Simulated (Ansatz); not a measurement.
# Geometry relaxation of C (part 1 of 2)

System: C (slab, 8 atoms in the cell).
Method: DFT PBEsol, scalar-relativistic, plane waves, PAW, no spin polarisation (Ansatz 0.2.0).

The structure derives from an entry of the Crystallography Open Database. The input holds or restrains some coordinates. Forces given for the steps count only the free coordinates. It belongs to a series of runs on one base structure; here: clean slab, lower half held. Figures and captions count atoms from 1; the log counts them from 0 in places.

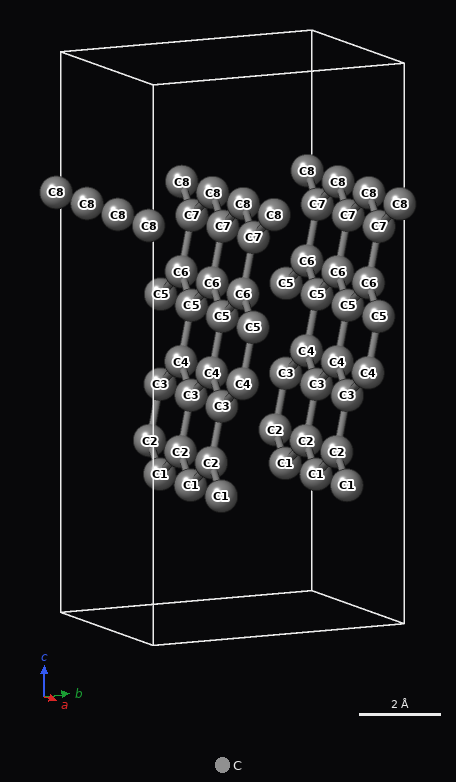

Fig. 1: The starting structure (ball-and-stick view of the 3 × 2 repeat of the cell, with the vacuum cut short, seen slightly off an axis; atoms are numbered from 1 in the order of the input). An atom can appear more than once, as a periodic image. Near neighbours in the periodic cell (some may lie outside the picture): C has 2 C at 1.42 Å; C has 3 C at 1.42 Å.

### Results in brief

- outcome: converged under the restraints of the input
- electrons treated: 32
- free energy: −1966.6513 eV
- work function, top face: 6.21 eV
- work function, bottom face: 6.74 eV
- Fermi energy: −2.148 eV
- gap on the k-point mesh: none (metallic)
- final volume: 216.11 Å³
- work function (upper face): 6.21 eV
- largest force (length of the vector) at the end, held atoms and coordinates included: 3.024 eV/Å
- hardware: 2 threads of Intel Xeon (Granite Rapids), 192 GiB of memory available, shared host
- wall time: 34 s (CPU time 68 s)
- peak memory: 0.59 GiB

### Remarks

Warnings of the run: the k-point mesh lowers the symmetry that the run can use; the exchange-correlation potential is rough where the density is thin.

### Input
```yaml
crystal:
  lattice:
    - [2.4589102516, 0.0, 0.0]
    - [-1.2294551258, 3.667449709, 0.0]
    - [0.0, 0.0, 23.9639274759]
  atoms:
    - { symbol: C, position: [0.7967867866, 0.5935735732, 0.3546997882] }
    - { symbol: C, position: [0.315595284, 0.631190568, 0.3837555834] }
    - { symbol: C, position: [0.3529778219, 0.7059556438, 0.441881331] }
    - { symbol: C, position: [0.8717863193, 0.7435726386, 0.4709371262] }
    - { symbol: C, position: [0.9091688572, 0.8183377144, 0.5290628738] }
    - { symbol: C, position: [0.4279773546, 0.8559547092, 0.558118669] }
    - { symbol: C, position: [0.4653598925, 0.930719785, 0.6162444166] }
    - { symbol: C, position: [0.9841683899, 0.9683367798, 0.6453002118] }
basis:
  ecutwfc: 420
kpoints:
  mp_grid: { grid: [12, 8, 1] }
hamiltonian:
  xc: pbesol
scf:
  occupations: { method: gaussian, width: 0.05 }
output:
  forces: true
  eigenvalues: true
  write_density: true
  write_potential: true
  elf: true
  volumetric_format: npy
relax:
  adjacent_minimum: "off"
  f_tol: 0.03
  max_steps: 70
  constraints: [{ sites: [0, 1, 2, 3] }]
efield:
  axis: 3
  dipole_correction: true
  ramp_width: 0.04
```

Launched with:
```bash
ansatz run input.yaml --threads 2 --pin off --max-ram 5120MiB --backend cpu --events-out ev --progress --plain --runs-dir out
```

### Output
```
Warning: crystal.symmetry: narrowed to the stabiliser of the k-point mesh — unitary ops 2 → 1; excluded 1 operation that carries a point of the 12×8×1 mesh (shift [0, 0, 0]) off the mesh (the run samples exactly the mesh kpoints.mp_grid names, as under crystal.symmetry.detect: false, and its converged state has the mesh's symmetry, not the crystal's; ε∞, the Born charges and the force constants of a linear response (`dielectric:` by the response, `phonons.method: dfpt`) are averaged over those of the crystal's operations that the state keeps within a tolerance, where `mesh_tensors`, `unaveraged_element` or `gamma_mean_max_change_ev_ang2` stands beside them; a row that `dielectric.field_direction` solves alone is averaged likewise, with nothing beside; a Γ-centred mesh of equal divisions is mapped onto itself by every operation and keeps the whole group, as does a half-shifted one under kpoints.further_shifts: images)
Engine: ansatz 0.2.0, x86_64-unknown-linux-gnu
Pseudopotentials: kind: paw
Pseudopotential: C, paw, valence charge 4, recommended cutoff 420 eV (normal), C.paw.azcp
Functional definition: PBEsol
  exchange = pbesol_x
  correlation = pbesol_c
Crystal: 8 atoms, lattice volume = 216.105 Å³
Basis set: ecut = 420 eV, 4241 PW (Γ), exchange–correlation on 36×54×324 points (8 copies of the dense FFT grid, shifted against one another)
Bands: 24, of which v1, the nominal top of the filled ones, is band 16 counted from 1 (15 counted from 0)
Symmetry: 1 space group operations
k-points: 50 of 96 (time reversal used)
Non-local potential: C, projectors of the file, l = 0: 2, l = 1: 2, l = 2: 1
PAW form: soft (Blöchl's): semilocal exchange-correlation on the pseudo side does not see the compensation charge
PAW frozen core: C, regenerated for the run's functional, and the local potential with it (the file was generated under x = pbe(κ = 0.804, μ = 0.2195149727645171), c = pbe(β = 0.06672455060314922))
PAW one-centre angular grid: C, 110 points (default); XC on 64 Gauss nodes
Initial density: superposition of atomic densities (neutral atoms: chi_scale 0, normalization atom), corrected by the library's trained network
Initial wavefunctions: pseudopotential atomic-orbital guess
Functional: x = pbesol(κ = 0.804, μ = 0.12345679012345678), c = pbesol(β = 0.046)
SCF iter   1: F=—  HF=-1966.605932 eV  |F-HF|=—  |Δ(HF+E_count)|=         —  Δρ=1.57e-2  dr2=3.36e-1  ethr=1.77e-3  p=0.000 e·Å  D=1.51e-13 V/Å  ΔV_dip=-0.00 eV  dr2_dipole=9.30e-6  V_vac-E_F(+/−)=7.55/7.55 eV  ⟨swp⟩=8.5  Hψ=7425  notcnv=0  defer=35
efield: sawtooth ramp at fractional position 0.9800 (placed from the atoms, in the widest stretch of the axis that holds none; the zero of the levels goes with the place), width 0.0400; the density the first Hamiltonian is built on has a dipole p = 0.000 e·Å; the dipole correction subtracts the counter field D = 1.51e-13 V/Å, which shifts the + side's vacuum level by -0.00 eV against the − side's; the planar-averaged density in the ramp window peaks in size at 5.4e-5 e/Å³
preconditioner: auto → LDOS  [metal: Δε(μ)=0.011 eV  Ē_g=13.602 eV  σ=0.050 eV  W_gap=0.12  n_scr=28 (ndim 8)  ℏωp=14.3 eV  f_vac=0.577  D(μ)=6.32/eV (n_scr^D=38)  β→1.0]
SCF iter   2: F=—  HF=-1966.564164 eV  |F-HF|=—  |Δ(HF+E_count)|=   4.18e-2  Δρ=8.59e-3  dr2=2.70e-1  ethr=1.05e-3  p=-0.000 e·Å  D=-9.64e-6 V/Å  ΔV_dip=0.00 eV  dr2_dipole=1.82e-7  V_vac-E_F(+/−)=7.09/7.09 eV  ⟨swp⟩=2.6  Hψ=2450  notcnv=0  defer=131
SCF iter   3: F=—  HF=-1966.532806 eV  |F-HF|=—  |Δ(HF+E_count)|=   3.14e-2  Δρ=5.46e-3  dr2=1.08e-1  ethr=8.44e-4  p=0.000 e·Å  D=1.57e-5 V/Å  ΔV_dip=-0.00 eV  dr2_dipole=1.52e-6  V_vac-E_F(+/−)=6.95/6.95 eV  ⟨swp⟩=2.9  Hψ=1950  notcnv=0  defer=131
SCF iter   4: F=—  HF=-1966.526718 eV  |F-HF|=—  |Δ(HF+E_count)|=   6.09e-3  Δρ=2.51e-3  dr2=2.59e-2  ethr=3.39e-4  p=-0.000 e·Å  D=-2.78e-5 V/Å  ΔV_dip=0.00 eV  dr2_dipole=3.11e-6  V_vac-E_F(+/−)=6.69/6.69 eV  ⟨swp⟩=1.9  Hψ=1238  notcnv=0  defer=131
SCF iter   5: F=—  HF=-1966.524226 eV  |F-HF|=—  |Δ(HF+E_count)|=   2.49e-3  Δρ=6.51e-4  dr2=2.16e-3  ethr=8.10e-5  p=0.000 e·Å  D=1.51e-6 V/Å  ΔV_dip=-0.00 eV  dr2_dipole=6.91e-6  V_vac-E_F(+/−)=6.60/6.60 eV  ⟨swp⟩=2.7  Hψ=1901  notcnv=0  defer=131
SCF iter   6: F=—  HF=-1966.524054 eV  |F-HF|=—  |Δ(HF+E_count)|=   1.72e-4  Δρ=3.04e-4  dr2=6.30e-4  ethr=6.76e-6  p=0.000 e·Å  D=6.74e-6 V/Å  ΔV_dip=-0.00 eV  dr2_dipole=4.25e-5  V_vac-E_F(+/−)=6.63/6.63 eV  ⟨swp⟩=2.4  Hψ=2197  notcnv=0  defer=125
SCF iter   7: F=—  HF=-1966.524005 eV  |F-HF|=—  |Δ(HF+E_count)|=   4.91e-5  Δρ=1.21e-4  dr2=8.95e-5  ethr=1.97e-6  p=-0.000 e·Å  D=-2.52e-5 V/Å  ΔV_dip=0.00 eV  dr2_dipole=7.71e-6  V_vac-E_F(+/−)=6.65/6.65 eV  ⟨swp⟩=1.9  Hψ=1222  notcnv=0  defer=125
SCF iter   8: F=-1966.524002 eV  HF=-1966.524009 eV  |F-HF|=6.72e-6  |Δ(HF+E_count)|=   3.99e-6  Δρ=5.48e-5  dr2=1.25e-5  ethr=7.03e-8  p=-0.000 e·Å  D=-9.04e-6 V/Å  ΔV_dip=0.00 eV  dr2_dipole=1.37e-6  V_vac-E_F(+/−)=6.67/6.67 eV  ⟨swp⟩=21.7  Hψ=12338  notcnv=0
SCF 1 converged in 8 iterations: F = -1966.524002 eV  dr2 = 1.25e-5
  greatest PAW one-centre occupation: 0.696 electrons in one spin orbital (limit 2), on the C atom at site 0 (counted from 0), in its partial waves of l = 0
relax step   1: F+E_penalty+E_count = -1966.52400207 eV  Δ(F+E_penalty+E_count) = +0.000e0 eV  max|allowed force component| = 3.103e0 eV/Å  Δτ_max = 0.0000 Å  (8 SCF iters, dr2 threshold 2.25e-5 eV, accepted)
Initial density: handed on by an earlier stage of this run
Initial wavefunctions: those handed on with the density
SCF iter   1: F=—  HF=-1966.617020 eV  |F-HF|=—  |Δ(HF+E_count)|=         —  Δρ=6.99e-3  dr2=1.13e0  ethr=3.10e-3  p=-0.000 e·Å  D=-9.04e-6 V/Å  ΔV_dip=0.00 eV  dr2_dipole=5.62e-1  V_vac-E_F(+/−)=6.63/6.63 eV  ⟨swp⟩=2.0  Hψ=2186  notcnv=0  defer=128
efield: sawtooth ramp at fractional position 0.9800 (handed on by an earlier solve), width 0.0400; the density the first Hamiltonian is built on has a dipole p = -0.000 e·Å; the dipole correction subtracts the counter field D = -9.04e-6 V/Å, which shifts the + side's vacuum level by +0.00 eV against the − side's; the planar-averaged density in the ramp window peaks in size at 4.3e-7 e/Å³
preconditioner: auto → LDOS  [metal: Δε(μ)=0.024 eV  Ē_g=13.649 eV  σ=0.050 eV  W_gap=0.27  n_scr=28 (ndim 8)  ℏωp=14.3 eV  f_vac=0.586  D(μ)=5.16/eV (n_scr^D=32)  β→1.0]
SCF iter   2: F=—  HF=-1966.602388 eV  |F-HF|=—  |Δ(HF+E_count)|=   1.46e-2  Δρ=2.49e-3  dr2=1.05e-1  ethr=3.10e-3  p=0.009 e·Å  D=7.86e-3 V/Å  ΔV_dip=-0.19 eV  dr2_dipole=4.88e-2  V_vac-E_F(+/−)=6.50/6.69 eV  ⟨swp⟩=1.4  Hψ=1646  notcnv=0  defer=125
SCF iter   3: F=—  HF=-1966.604669 eV  |F-HF|=—  |Δ(HF+E_count)|=   2.28e-3  Δρ=8.16e-4  dr2=2.39e-3  ethr=3.27e-4  p=0.008 e·Å  D=6.89e-3 V/Å  ΔV_dip=-0.17 eV  dr2_dipole=4.94e-4  V_vac-E_F(+/−)=6.51/6.68 eV  ⟨swp⟩=2.0  Hψ=1193  notcnv=0  defer=125
SCF iter   4: F=—  HF=-1966.604115 eV  |F-HF|=—  |Δ(HF+E_count)|=   5.54e-4  Δρ=4.16e-4  dr2=4.45e-4  ethr=7.48e-6  p=0.009 e·Å  D=7.55e-3 V/Å  ΔV_dip=-0.18 eV  dr2_dipole=2.20e-6  V_vac-E_F(+/−)=6.50/6.68 eV  ⟨swp⟩=2.0  Hψ=1927  notcnv=0  defer=125
SCF iter   5: F=—  HF=-1966.604072 eV  |F-HF|=—  |Δ(HF+E_count)|=   4.26e-5  Δρ=2.49e-4  dr2=4.77e-4  ethr=1.39e-6  p=0.010 e·Å  D=8.40e-3 V/Å  ΔV_dip=-0.20 eV  dr2_dipole=1.40e-4  V_vac-E_F(+/−)=6.48/6.69 eV  ⟨swp⟩=2.7  Hψ=1866  notcnv=0  defer=125
SCF iter   6: F=—  HF=-1966.604079 eV  |F-HF|=—  |Δ(HF+E_count)|=   6.70e-6  Δρ=1.64e-4  dr2=3.35e-4  ethr=1.39e-6  p=0.010 e·Å  D=8.69e-3 V/Å  ΔV_dip=-0.21 eV  dr2_dipole=1.24e-4  V_vac-E_F(+/−)=6.48/6.69 eV  ⟨swp⟩=1.3  Hψ=1120  notcnv=0  defer=125
SCF iter   7: F=-1966.604065 eV  HF=-1966.604079 eV  |F-HF|=1.32e-5  |Δ(HF+E_count)|=   3.39e-7  Δρ=7.00e-5  dr2=2.18e-5  ethr=3.13e-7  p=0.011 e·Å  D=8.92e-3 V/Å  ΔV_dip=-0.21 eV  dr2_dipole=3.06e-7  V_vac-E_F(+/−)=6.47/6.69 eV  ⟨swp⟩=21.1  Hψ=12237  notcnv=0
SCF 2 converged in 7 iterations: F = -1966.604065 eV  dr2 = 2.18e-5
  greatest PAW one-centre occupation: 0.700 electrons in one spin orbital (limit 2), on the C atom at site 7 (counted from 0), in its partial waves of l = 0
relax step   2: F+E_penalty+E_count = -1966.60406540 eV  Δ(F+E_penalty+E_count) = -8.006e-2 eV  max|allowed force component| = 1.911e0 eV/Å  Δτ_max = 0.0217 Å  (7 SCF iters, dr2 threshold 1.00e-4 eV, accepted)
SCF iter   1: F=—  HF=-1966.694419 eV  |F-HF|=—  |Δ(HF+E_count)|=         —  Δρ=1.08e-2  dr2=1.64e0  ethr=3.10e-3  p=0.011 e·Å  D=8.92e-3 V/Å  ΔV_dip=-0.21 eV  dr2_dipole=7.75e-1  V_vac-E_F(+/−)=6.42/6.64 eV  ⟨swp⟩=3.6  Hψ=3223  notcnv=0  defer=115
efield: sawtooth ramp at fractional position 0.9800 (handed on by an earlier solve), width 0.0400; the density the first Hamiltonian is built on has a dipole p = 0.011 e·Å; the dipole correction subtracts the counter field D = 8.92e-3 V/Å, which shifts the + side's vacuum level by -0.21 eV against the − side's; the planar-averaged density in the ramp window peaks in size at 3.3e-7 e/Å³
preconditioner: auto → LDOS  [metal: Δε(μ)=0.030 eV  Ē_g=13.696 eV  σ=0.050 eV  W_gap=0.31  n_scr=28 (ndim 8)  ℏωp=14.3 eV  f_vac=0.587  D(μ)=4.35/eV (n_scr^D=28)  β→1.0]
SCF iter   2: F=—  HF=-1966.666661 eV  |F-HF|=—  |Δ(HF+E_count)|=   2.78e-2  Δρ=6.62e-3  dr2=4.03e-1  ethr=3.10e-3  p=0.026 e·Å  D=2.16e-2 V/Å  ΔV_dip=-0.52 eV  dr2_dipole=1.67e-1  V_vac-E_F(+/−)=6.20/6.72 eV  ⟨swp⟩=2.0  Hψ=1782  notcnv=0  defer=137
SCF iter   3: F=—  HF=-1966.652616 eV  |F-HF|=—  |Δ(HF+E_count)|=   1.40e-2  Δρ=1.77e-3  dr2=1.78e-2  ethr=1.26e-3  p=0.022 e·Å  D=1.83e-2 V/Å  ΔV_dip=-0.44 eV  dr2_dipole=5.76e-3  V_vac-E_F(+/−)=6.26/6.70 eV  ⟨swp⟩=2.2  Hψ=1258  notcnv=0  defer=138
SCF iter   4: F=—  HF=-1966.651239 eV  |F-HF|=—  |Δ(HF+E_count)|=   1.38e-3  Δρ=9.15e-4  dr2=3.06e-3  ethr=5.58e-5  p=0.024 e·Å  D=2.00e-2 V/Å  ΔV_dip=-0.48 eV  dr2_dipole=4.88e-5  V_vac-E_F(+/−)=6.23/6.71 eV  ⟨swp⟩=2.2  Hψ=1885  notcnv=0  defer=138
SCF iter   5: F=—  HF=-1966.651046 eV  |F-HF|=—  |Δ(HF+E_count)|=   1.92e-4  Δρ=6.38e-4  dr2=1.95e-3  ethr=9.56e-6  p=0.025 e·Å  D=2.09e-2 V/Å  ΔV_dip=-0.50 eV  dr2_dipole=1.22e-4  V_vac-E_F(+/−)=6.22/6.72 eV  ⟨swp⟩=2.1  Hψ=1522  notcnv=0  defer=138
SCF iter   6: F=—  HF=-1966.650866 eV  |F-HF|=—  |Δ(HF+E_count)|=   1.80e-4  Δρ=3.05e-4  dr2=4.35e-4  ethr=6.09e-6  p=0.026 e·Å  D=2.19e-2 V/Å  ΔV_dip=-0.53 eV  dr2_dipole=6.09e-6  V_vac-E_F(+/−)=6.21/6.73 eV  ⟨swp⟩=1.3  Hψ=1100  notcnv=0  defer=138
SCF iter   7: F=—  HF=-1966.650871 eV  |F-HF|=—  |Δ(HF+E_count)|=   5.00e-6  Δρ=1.60e-4  dr2=1.43e-4  ethr=1.36e-6  p=0.027 e·Å  D=2.25e-2 V/Å  ΔV_dip=-0.54 eV  dr2_dipole=3.47e-5  V_vac-E_F(+/−)=6.20/6.74 eV  ⟨swp⟩=2.8  Hψ=1693  notcnv=0  defer=138
SCF iter   8: F=-1966.650872 eV  HF=-1966.650883 eV  |F-HF|=1.10e-5  |Δ(HF+E_count)|=   1.15e-5  Δρ=8.03e-5  dr2=2.37e-5  ethr=3.13e-7  p=0.027 e·Å  D=2.24e-2 V/Å  ΔV_dip=-0.54 eV  dr2_dipole=4.04e-7  V_vac-E_F(+/−)=6.21/6.74 eV  ⟨swp⟩=22.3  Hψ=12408  notcnv=0
SCF 3 converged in 8 iterations: F = -1966.650872 eV  dr2 = 2.37e-5
  greatest PAW one-centre occupation: 0.704 electrons in one spin orbital (limit 2), on the C atom at site 7 (counted from 0), in its partial waves of l = 0
relax step   3: F+E_penalty+E_count = -1966.65087187 eV  Δ(F+E_penalty+E_count) = -4.681e-2 eV  max|allowed force component| = 1.090e-1 eV/Å  Δτ_max = 0.0643 Å  (8 SCF iters, dr2 threshold 1.00e-4 eV, accepted)
iter 1 solved again at ethr=2.92e-5 eV; its pass at ethr=3.10e-3 eV (dr2=9.34e-3 eV) is discarded
SCF iter   1: F=—  HF=-1966.653090 eV  |F-HF|=—  |Δ(HF+E_count)|=         —  Δρ=2.55e-3  dr2=9.47e-3  ethr=2.92e-5  p=0.027 e·Å  D=2.24e-2 V/Å  ΔV_dip=-0.54 eV  dr2_dipole=4.29e-5  V_vac-E_F(+/−)=6.21/6.74 eV  ⟨swp⟩=2.1  Hψ=4025  notcnv=0  defer=138
efield: sawtooth ramp at fractional position 0.9800 (handed on by an earlier solve), width 0.0400; the density the first Hamiltonian is built on has a dipole p = 0.027 e·Å; the dipole correction subtracts the counter field D = 2.24e-2 V/Å, which shifts the + side's vacuum level by -0.54 eV against the − side's; the planar-averaged density in the ramp window peaks in size at 7.5e-7 e/Å³
preconditioner: auto → LDOS  [metal: Δε(μ)=0.035 eV  Ē_g=13.673 eV  σ=0.050 eV  W_gap=0.38  n_scr=28 (ndim 8)  ℏωp=14.3 eV  f_vac=0.587  D(μ)=5.28/eV (n_scr^D=34)  β→1.0]
SCF iter   2: F=—  HF=-1966.652149 eV  |F-HF|=—  |Δ(HF+E_count)|=   9.41e-4  Δρ=1.92e-3  dr2=7.08e-3  ethr=2.92e-5  p=0.027 e·Å  D=2.27e-2 V/Å  ΔV_dip=-0.54 eV  dr2_dipole=5.23e-5  V_vac-E_F(+/−)=6.20/6.74 eV  ⟨swp⟩=2.1  Hψ=1994  notcnv=0  defer=138
SCF iter   3: F=—  HF=-1966.650242 eV  |F-HF|=—  |Δ(HF+E_count)|=   1.91e-3  Δρ=2.35e-4  dr2=1.06e-4  ethr=2.21e-5  p=0.027 e·Å  D=2.26e-2 V/Å  ΔV_dip=-0.54 eV  dr2_dipole=2.36e-5  V_vac-E_F(+/−)=6.20/6.74 eV  ⟨swp⟩=2.4  Hψ=1786  notcnv=0  defer=138
SCF iter   4: F=—  HF=-1966.650233 eV  |F-HF|=—  |Δ(HF+E_count)|=   8.95e-6  Δρ=7.56e-5  dr2=1.70e-5  ethr=3.30e-7  p=0.027 e·Å  D=2.27e-2 V/Å  ΔV_dip=-0.54 eV  dr2_dipole=1.34e-6  V_vac-E_F(+/−)=6.20/6.74 eV  ⟨swp⟩=2.6  Hψ=1836  notcnv=0  defer=138
SCF iter   5: F=—  HF=-1966.650223 eV  |F-HF|=—  |Δ(HF+E_count)|=   9.21e-6  Δρ=4.66e-5  dr2=9.47e-6  ethr=5.33e-8  p=0.027 e·Å  D=2.28e-2 V/Å  ΔV_dip=-0.55 eV  dr2_dipole=1.97e-6  V_vac-E_F(+/−)=6.20/6.75 eV  ⟨swp⟩=1.3  Hψ=1193  notcnv=0  defer=138
SCF iter   6: F=—  HF=-1966.650224 eV  |F-HF|=—  |Δ(HF+E_count)|=   7.59e-7  Δρ=2.93e-5  dr2=6.80e-6  ethr=2.96e-8  p=0.027 e·Å  D=2.29e-2 V/Å  ΔV_dip=-0.55 eV  dr2_dipole=2.78e-6  V_vac-E_F(+/−)=6.20/6.75 eV  ⟨swp⟩=2.5  Hψ=1679  notcnv=0  defer=138
SCF iter   7: F=—  HF=-1966.650224 eV  |F-HF|=—  |Δ(HF+E_count)|=   1.93e-7  Δρ=1.55e-5  dr2=1.76e-6  ethr=2.13e-8  p=0.027 e·Å  D=2.29e-2 V/Å  ΔV_dip=-0.55 eV  dr2_dipole=6.57e-7  V_vac-E_F(+/−)=6.20/6.75 eV  ⟨swp⟩=1.0  Hψ=1061  notcnv=0  defer=138
SCF iter   8: F=—  HF=-1966.650225 eV  |F-HF|=—  |Δ(HF+E_count)|=   4.35e-7  Δρ=5.20e-6  dr2=1.22e-7  ethr=5.51e-9  p=0.027 e·Å  D=2.30e-2 V/Å  ΔV_dip=-0.55 eV  dr2_dipole=1.11e-10  V_vac-E_F(+/−)=6.20/6.75 eV  ⟨swp⟩=1.2  Hψ=1070  notcnv=0  defer=138
SCF iter   9: F=-1966.650225 eV  HF=-1966.650225 eV  |F-HF|=5.13e-8  |Δ(HF+E_count)|=   6.22e-8  Δρ=3.27e-6  dr2=4.24e-8  ethr=3.13e-10  p=0.027 e·Å  D=2.30e-2 V/Å  ΔV_dip=-0.55 eV  dr2_dipole=1.20e-9  V_vac-E_F(+/−)=6.20/6.75 eV  ⟨swp⟩=18.6  Hψ=9829  notcnv=0
SCF 4 converged in 9 iterations: F = -1966.650225 eV  dr2 = 4.24e-8
  greatest PAW one-centre occupation: 0.705 electrons in one spin orbital (limit 2), on the C atom at site 7 (counted from 0), in its partial waves of l = 0
relax step   4: F+E_penalty+E_count = -1966.65022493 eV  Δ(F+E_penalty+E_count) = +6.469e-4 eV  max|allowed force component| = 2.315e-1 eV/Å  Δτ_max = 0.0201 Å  (9 SCF iters, rejected (line search))
```
